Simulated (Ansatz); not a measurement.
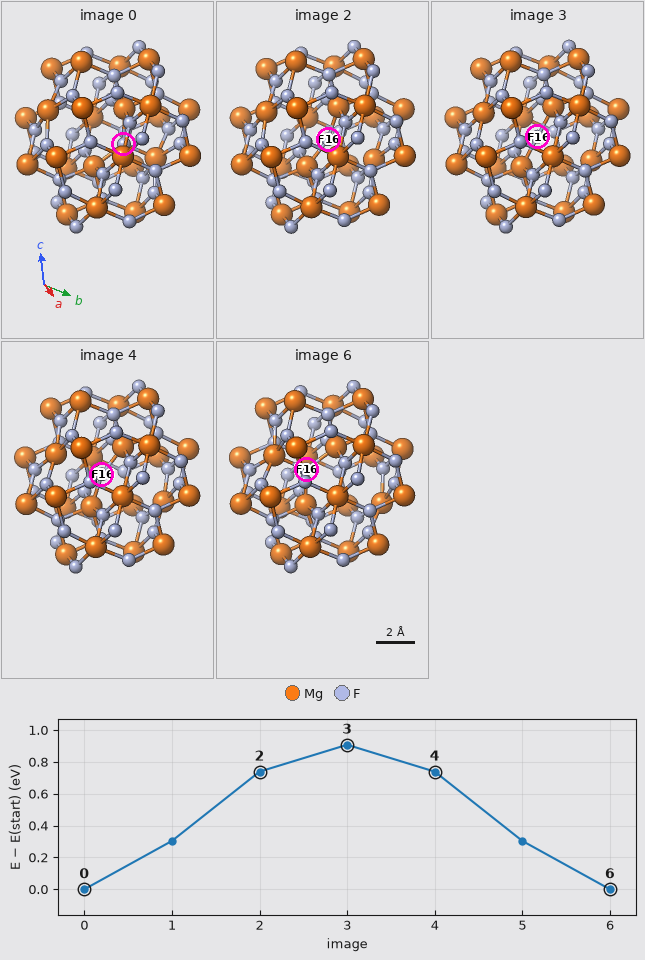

A search for the minimum-energy path of a defect cell of composition Mg8F15 (cell charge +1) with an F vacancy (23 atoms in the cell) by the nudged elastic band. Images are numbered from 0 (start) to 6 (end). The picture is a ball-and-stick view of the atoms within 5.2 Å of the middle of the path, seen slightly off an axis. The moving atom is ringed, with any periodic copies. Bonds to atoms that aren't drawn are left out.

These are results of Ansatz 0.2.0, DFT PBE, scalar-relativistic, plane waves, PAW, not measurements. Settings: plane-wave cutoff 420 eV; k-point mesh 4 × 4 × 4; Gaussian smearing 0.05 eV; 5 movable images; no climbing image; force threshold 0.05 eV/Å; iteration limit 60.

What happens along the path, and what is the barrier?

It is a vacancy jump: a nearby atom moves into the empty site and leaves its own site empty. An F atom travels furthest, 2.03 Å from end to end, along −b, on a straight line. At the highest image its nearest neighbour (Mg) is 1.82 Å away, against 1.96 Å at the start, and the surrounding atoms stand up to 0.08 Å off the mean of their end positions. The two ends have the same energy, and the highest point, image 3, lies 0.91 eV above the start. The band converged in 4 iterations. The largest component of the band force went from 1.8 to 0.019 eV/Å. No image climbed, so the highest image needn't lie on the saddle point, and the true maximum along this path can be higher.

Limits of the set-up: the periodic images lie only 6.6 Å apart, so the values are limited by the cell's size; the cell is charged, on a uniform background, and energies carry no finite-size correction.

The run took 11 min on 4 threads of Arm Neoverse V2, on a shared host, peak memory 3.6 GiB.
